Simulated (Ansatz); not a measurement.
Geometry relaxation, with input and output: PbO$_{2}$

The run: geometry relaxation of PbO$_{2}$ (6 atoms in the cell). Method and program: DFT, PBE, plane waves, PAW, no spin polarisation (Ansatz 0.2.0).

The structure was built on a prototype by a generator; it need not be a known phase. The run did not end well. Figures and captions count atoms from 1; the log counts them from 0 in places.

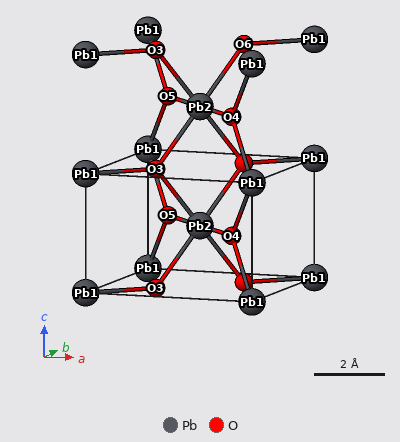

Figure 1. The starting structure (ball-and-stick view of the cell of the calculation, repeated 1 × 1 × 2, seen slightly off an axis; atoms are numbered from 1 in the order of the input). Near neighbours in the crystal (not all of them lie inside the picture): Pb has 6 O at 2.21 Å; O has 3 Pb at 2.21 Å.

The input:
```yaml
crystal:
  lattice:
    - [5.0822739643, 0.0, 0.0]
    - [0.0, 5.0822739643, 0.0]
    - [0.0, 0.0, 3.4417014556]
  atoms:
    - { symbol: Pb, position: [0.0, 0.0, 0.0] }
    - { symbol: Pb, position: [0.5, 0.5, 0.5] }
    - { symbol: O, position: [0.3080387213, 0.3080387213, 0.0] }
    - { symbol: O, position: [0.8080387213, 0.1919612787, 0.5] }
    - { symbol: O, position: [0.1919612787, 0.8080387213, 0.5] }
    - { symbol: O, position: [0.6919612787, 0.6919612787, 0.0] }
basis:
  ecutwfc: 420
kpoints:
  mp_grid: { grid: [8, 8, 10] }
hamiltonian:
  xc: pbe
scf:
  occupations: { method: gaussian, width: 0.1 }
  max_iter: 5
output:
  forces: true
  eigenvalues: true
  stress: true
relax:
  adjacent_minimum: "off"
  f_tol: 0.005
  max_steps: 80
  cell: { stress_tol: 0.05 }
```

Command:
```bash
ansatz run input.yaml --threads 2 --pin off --max-ram 5632MiB --backend cpu --events-out ev --progress --plain --runs-dir out
```

Log:
```
The last accepted step is kept in [file] (removed where the run ends without a failure and the disk answers)
Engine: ansatz 0.2.0, aarch64-unknown-linux-gnu
Pseudopotentials: kind: paw
Pseudopotential: Pb, paw, valence charge 14, recommended cutoff 420 eV (normal), Pb.paw.azcp
Pseudopotential: O, paw, valence charge 6, recommended cutoff 420 eV (normal), O.paw.azcp
Functional definition: PBE
  parameter kappa = 0.804
  parameter beta = 0.06672455060314922
  exchange = pbe_x(kappa = kappa, mu = beta*pi^2/3)
  correlation = pbe_c(beta = beta)
Crystal: 6 atoms, lattice volume = 88.897 Å³
Basis set: ecut = 420 eV, 1747 PW (Γ), exchange–correlation on 72×72×48 points (8 copies of the dense FFT grid, shifted against one another)
Bands: 32, of which v1, the nominal top of the filled ones, is band 26 counted from 1 (25 counted from 0)
Symmetry: 16 space group operations
Space group: P42/mnm (ITA 136), of the structure as read, at distance tolerance 4.5e-5 Å
k-points: 90 of 640
Non-local potential: Pb, projectors of the file, l = 0: 2, l = 1: 2, l = 2: 2, l = 3: 2
Non-local potential: O, projectors of the file, l = 0: 2, l = 1: 2, l = 2: 1
PAW form: soft (Blöchl's): semilocal exchange-correlation on the pseudo side does not see the compensation charge
PAW one-centre angular grid: Pb, 590 points (default); XC on 64 Gauss nodes
PAW one-centre angular grid: O, 110 points (default); XC on 64 Gauss nodes
Initial density: superposition of atomic densities (neutral atoms: chi_scale 0, normalization atom), corrected by the library's trained network
Initial wavefunctions: pseudopotential atomic-orbital guess
Functional: x = pbe(κ = 0.804, μ = 0.2195149727645171), c = pbe(β = 0.06672455060314922)
SCF iter   1: F=—  HF=-26077.458337 eV  |F-HF|=—  |Δ(HF+E_count)|=         —  Δρ=3.66e-3  dr2=8.97e-3  ethr=1.77e-3  ⟨swp⟩=6.2  Hψ=12768  notcnv=0  defer=3
preconditioner: auto → Kerker (q_TF=auto, 2.495 Å⁻¹)  [metal: Δε(μ)=0.021 eV  Ē_g=15.936 eV  σ=0.100 eV  W_gap=0.12  n_scr=22 (ndim 8)  ℏωp=28.4 eV  f_vac=0.069  D(μ)=0.59/eV (n_scr^D=0)]
SCF iter   2: F=—  HF=-26077.458959 eV  |F-HF|=—  |Δ(HF+E_count)|=   6.22e-4  Δρ=1.51e-3  dr2=1.28e-3  ethr=1.73e-5  ⟨swp⟩=2.1  Hψ=5888  notcnv=0  defer=4
SCF iter   3: F=—  HF=-26077.459340 eV  |F-HF|=—  |Δ(HF+E_count)|=   3.81e-4  Δρ=7.19e-4  dr2=5.30e-4  ethr=2.46e-6  ⟨swp⟩=6.2  Hψ=16060  notcnv=0
SCF iter   4: F=—  HF=-26077.459565 eV  |F-HF|=—  |Δ(HF+E_count)|=   2.24e-4  Δρ=2.06e-4  dr2=5.76e-5  ethr=1.02e-6  ⟨swp⟩=4.3  Hψ=14357  notcnv=0
SCF iter   5: F=—  HF=-26077.459374 eV  |F-HF|=—  |Δ(HF+E_count)|=   1.91e-4  Δρ=5.30e-5  dr2=4.40e-6  ethr=1.11e-7  ⟨swp⟩=3.5  Hψ=9102  notcnv=0
```

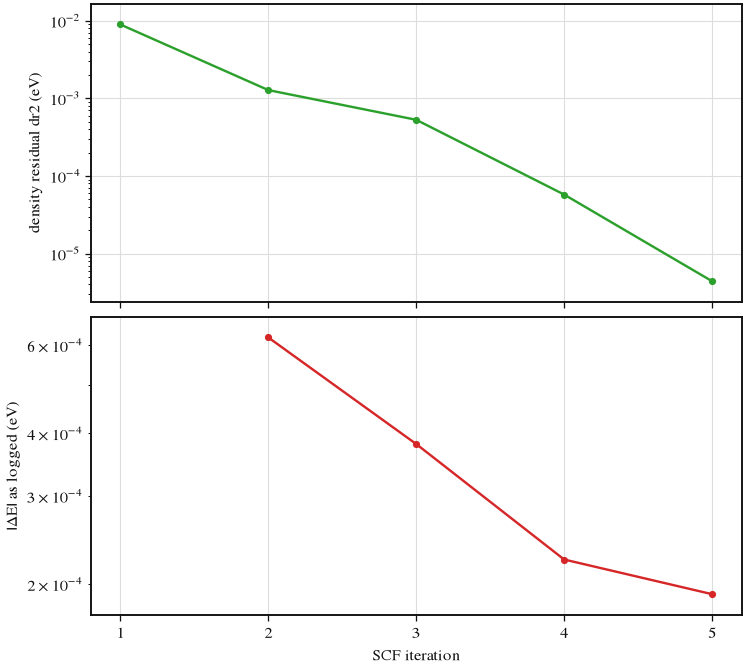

Figure 2. Convergence of the self-consistent field: density residual dr2 and size of the energy change against the SCF iteration. The residual is still falling at the last step (down to 4 × 10⁻⁶), so the run was stopped before it got there.

```
Error: did not converge after 5 iterations: dr2 = 4.40e-6 (threshold 1.00e-7), under the density mixer `msr1`, which `scf.mixing.algorithm: auto` chose by the deck's other keys (type `scf.mixing.algorithm: msr1` to keep it); raise `scf.max_iter`, which need not help a stalled SCF, or adjust the mixing (`scf.mixing`) or, under a smearing, its width (`scf.occupations.width`, in either direction: another width is another result); this SCF holds its density and magnetisation to the symmetry operations that it keeps, and cannot end on a state that breaks one of them: if the state sought breaks one, re-run with `crystal.symmetry.detect: false`, without `crystal.symmetry.time_reversal: true`, on a non-collinear deck whose state breaks time reversal, with `crystal.symmetry.time_reversal: false` beside it (there exact exchange or a DFT+U term alone can polarise the run; a magnetic state wants starting moments), where the deck allows it (that run may end on another state, and need not converge either); this run sums exchange and correlation on more points than the dense box has (`basis.xc_grid`), where a deck that converges on the dense box may not converge: try another level (where the key is left out runs that use forces, runs that use the stress, dielectric runs by a finite field, finite-displacement phonons, runs of phonons.displacement_patterns under a GGA or a meta-GGA, phonons by method: dfpt, dielectric runs by the response, runs on support functions, runs on PAW files under a meta-GGA or a hybrid on one, runs at kind: all_electron or under a hybrid on a GGA, runs under a text's formulas of a gradient, and runs on PAW files that evaluate rPW86 or Becke's exchange or LYP's correlation can take a finer level, which can go by the root key accuracy; a number is taken as typed), or, where it is served, `1`, the dense box, on which forces and the stress change with where the atoms sit on the grid; a lower level also moves a field's Born charges, by the response (dielectric, § Limitations, in the input reference) or by a finite field; under a meta-GGA, try another mixer (`scf.mixing.algorithm: anderson` or `broyden`); mind that the stability of the state on which such a run converges can go unchecked at the default of `scf.lower_state_search`; see `basis.xc_grid`, Limitations — the other mixer that `auto` picks from is left to try (`scf.mixing.algorithm: broyden`); it can need more iterations, either can converge an SCF that the other leaves open, and the two can end on different states; the input reference at `scf.mixing.algorithm` says more, and from which start to try it
```

What the run reported:

| quantity | value |
| --- | --- |
| outcome | not converged |
| space group (tolerance 0.01 Å) | P4₂/mnm (136) |
| hardware | 2 threads of Arm Neoverse N1, 24 GiB of memory available, shared host |
| wall time | 12 s (CPU time 24 s) |
| peak memory | 0.45 GiB |

What went wrong:

This input holds a deliberate fault: too few SCF iterations. The cap is below what the field needs. The run did not converge: “did not converge after 5 iterations: dr2 = 4.40e-6 (threshold 1.00e-7), under the density mixer `msr1`, which `scf.mixing.algorithm: auto` chose by the deck's other keys (type `scf.mixing.algorithm: msr1` to keep it) …” Its last values are not results.
